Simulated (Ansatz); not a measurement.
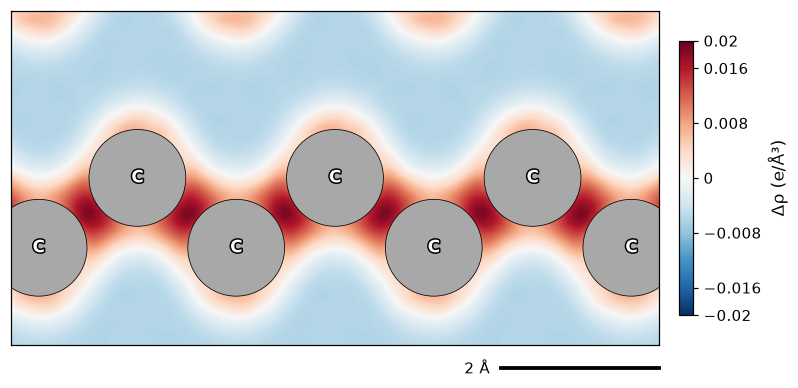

C. Difference of the valence pseudo-densities of two functionals at the same geometry, on the (11̄0) plane of the calculation cell: one of PBEsol and RPBE less the other.

Both computed with Ansatz (plane waves, PAW), on the same k-point mesh. Grey discs cover the atomic cores.

```xyz
2
Lattice="0.0000 1.7714 1.7714 1.7714 0.0000 1.7714 1.7714 1.7714 0.0000" Properties=species:S:1:pos:R:3 pbc="T T T"
C     2.6571    2.6571    2.6571
C     1.7714    1.7714    1.7714
```

**Which was subtracted from which, and what does the map show?**

It is RPBE less PBEsol. Against PBEsol, RPBE gives more density around C (+0.007 e/Å³ on average at 0.8 Å from the nucleus), less density in the space between the atoms (−0.006 e/Å³ on average) and a change of +0.019 e/Å³ at the midpoint of C–C.
